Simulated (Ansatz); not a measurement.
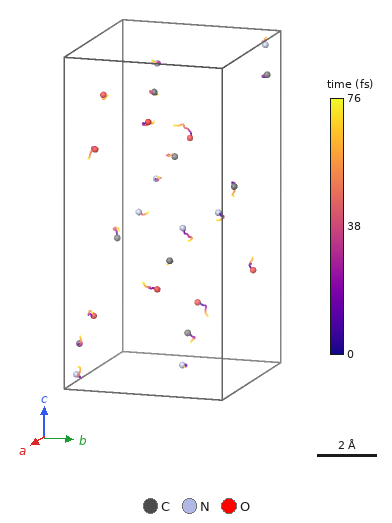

First-principles dynamics of a 24-atom cell of CNO, 76 fs long. It starts from the last geometry of an earlier run, with fresh velocities. Lines trace each atom's path, coloured by time; spheres stand at the starting positions. Seen slightly off an axis in the simulation cell.

Computed with DFT PBE+D3(BJ), scalar-relativistic, plane waves, PAW in Ansatz 0.2.0. Set-up: plane-wave cutoff 420 eV; k-point mesh 4 × 4 × 2; Fermi-Dirac smearing 0.0948 eV; volume 1.03 times that of the relaxed crystal; Langevin thermostat (NVT); set temperature 1100 K; time step 2 fs; friction 0.02 per fs.

Input file:
```yaml
crystal:
  lattice:
    - [0.0, -4.110241778, -3.7792366953]
    - [0.0, 4.110241778, -3.7792366953]
    - [11.6143381293, 0.0, 0.0]
  atoms:
    - { symbol: C, position: [0.6840678024, 0.4531043744, 0.8744951652] }
    - { symbol: C, position: [0.2179917166, 0.9945680668, 0.8922330201] }
    - { symbol: C, position: [0.8331070255, 0.605000365, 0.3883209409] }
    - { symbol: C, position: [0.2644064895, 0.0636235264, 0.3743270904] }
    - { symbol: C, position: [0.3282414257, 0.5321484322, 0.1111307608] }
    - { symbol: C, position: [0.8210352824, 0.0307241575, 0.1183674329] }
    - { symbol: C, position: [0.1883670878, 0.3993014153, 0.6223133522] }
    - { symbol: C, position: [0.7234782206, 0.973123251, 0.6119382524] }
    - { symbol: "N", position: [0.0579042488, 0.9244702963, 0.9617713012] }
    - { symbol: "N", position: [0.518943034, 0.4100841278, 0.9412950671] }
    - { symbol: "N", position: [0.8153869473, 0.6819824796, 0.4872796052] }
    - { symbol: "N", position: [0.2824980224, 0.205829816, 0.459330347] }
    - { symbol: "N", position: [0.9667508182, 0.0655566795, 0.0427260165] }
    - { symbol: "N", position: [0.4701929381, 0.5520038667, 0.0309491248] }
    - { symbol: "N", position: [0.1173099994, 0.255225597, 0.5425036525] }
    - { symbol: "N", position: [0.6757157207, 0.8549637103, 0.523650387] }
    - { symbol: O, position: [0.8351600141, 0.4715327085, 0.8020832095] }
    - { symbol: O, position: [0.3598988012, 0.0113341023, 0.814869694] }
    - { symbol: O, position: [0.8166135056, 0.5209132438, 0.2973104647] }
    - { symbol: O, position: [0.2498516982, 0.9175171249, 0.3043896143] }
    - { symbol: O, position: [0.1829970127, 0.5413497865, 0.187080704] }
    - { symbol: O, position: [0.6651939059, 1.0632045838, 0.1850188524] }
    - { symbol: O, position: [0.2725753982, 0.5267608122, 0.6920322757] }
    - { symbol: O, position: [0.7190010573, 0.0927000323, 0.6936652606] }
basis:
  ecutwfc: 420
kpoints:
  mp_grid: { grid: [4, 4, 2], shift: [0.5, 0.5, 0.5] }
hamiltonian:
  xc: pbe
  dispersion: d3bj
scf:
  occupations: { method: fermi_dirac, width: 0.0948 }
  lower_state_search: "off"
  convergence: { dr2_threshold: 1.0e-07 }
output:
  forces: true
  stress: true
md:
  timestep: 2.0
  n_steps: 38
  ensemble: nvt_langevin
  temperature: 1100.0
  initial_velocities: maxwell_boltzmann
  seed: 14773
  friction: 0.02
```

Launched with:
```bash
ansatz run input.yaml --threads 4 --pin off --max-ram 9216MiB --backend cpu --events-out ev --progress --plain --runs-dir out
```

> How do the atoms move?

Root-mean-square distances from the starting positions over the second half, with the common drift of all atoms taken out: O 0.47 Å, C 0.40 Å, N 0.37 Å. The heavy atoms stay within a fraction of a molecule's size of their starting places; so short a run doesn't tell a liquid from a solid.

Cost: 8.7 min on 4 threads of Arm Neoverse V1 (shared host), peak memory 1.3 GiB.
